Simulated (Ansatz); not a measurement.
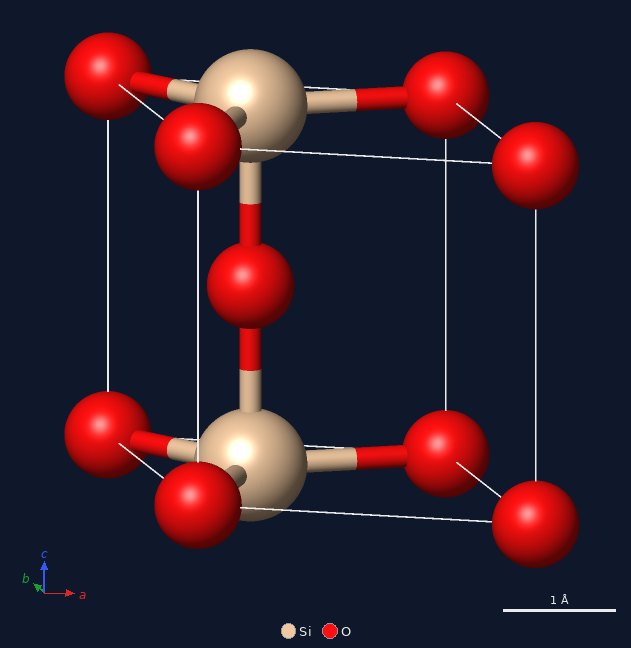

A ball-and-stick rendering, viewed slightly off an axis. The wireframe shows the conventional unit cell. Cell: a = 3.13 Å, b = 3.13 Å, c = 3.28 Å, α = 90.00°, β = 90.00°, γ = 120.00°.

It goes back to a structure type filled with these elements by a generator (whether the compound takes this form wasn't checked). Earlier steps of the study may have refined or changed the cell and positions. It was the input of a calculation with Ansatz.

### Explain the picture.

The compound is SiO2. Its lattice is primitive hexagonal, its space group P-6m2 (No. 187). Cell content 1 Si, 2 O; Z = 1. Each Si has five O in a distorted trigonal bipyramidal arrangement at about 1.6 to 1.8 Å. O takes two kinds of site: 1a with three Si in a trigonal planar arrangement at about 1.8 Å; 1d with two Si in a linear arrangement at about 1.6 Å. The bonds build a three-dimensional framework.

Electronic-structure method: DFT PBE+D3(BJ), scalar-relativistic, plane waves, PAW (Ansatz). Parameters: 420 eV cutoff, 12×12×8 k-mesh, Gaussian smearing of 0.02 eV, no spin polarisation.

### Does it come out as a metal, or with a gap?

A semiconductor at this level, with a gap of 1.77 eV, indirect.

### How charged are the atoms, by the Bader scheme?

Si +3.25 e; O -1.64 to -1.61 e.

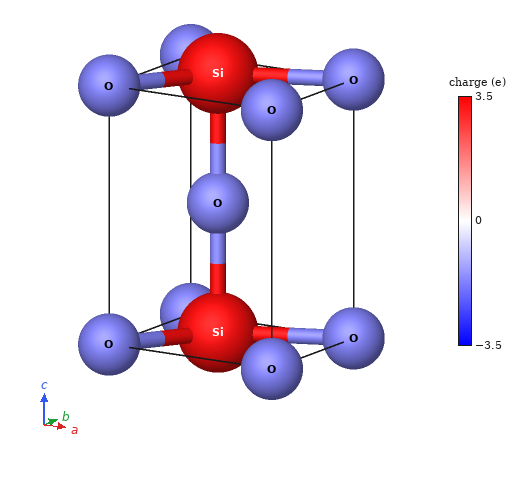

The atoms coloured by those charges. The run's cell of 3 atoms is drawn.

### Is the geometry at rest?

Yes. All forces vanish to within 0.01 eV/Å. The pressure is 0.0 GPa, close to zero.
